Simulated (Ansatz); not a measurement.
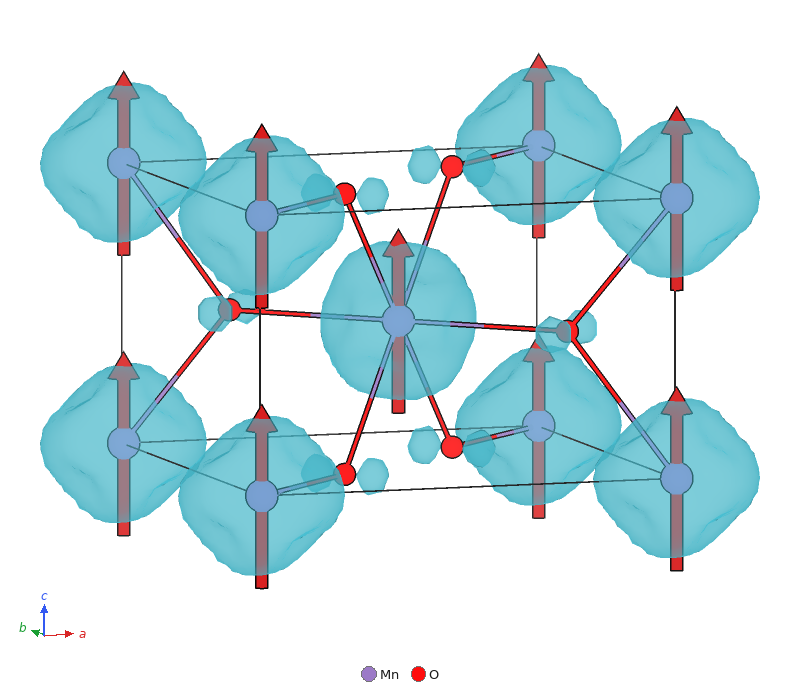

Figure 1: MnO₂. Isosurface of the size of the magnetisation density at 0.3 e/Å³ (cyan), with the spin moments of the magnetic sites as arrows; seen slightly off an axis.

Space group Pm; started from the MnO2 prototype; changed on purpose from its base cell (atom 1 (Mn) moved 0.02 A along x); not relaxed (largest force 0.4 eV/Å).

All numbers below come from Ansatz 0.2.0, DFT PBE, spin-orbit coupling, plane waves, PAW.

In a PAW calculation such maps are meaningful between the atoms, not at the nuclei.

### How are the spin moments arranged, and how large are they?

Spin moments: Mn 2.6 μB. All point the same way (ferromagnetic), along [0 0 1] of the cell.
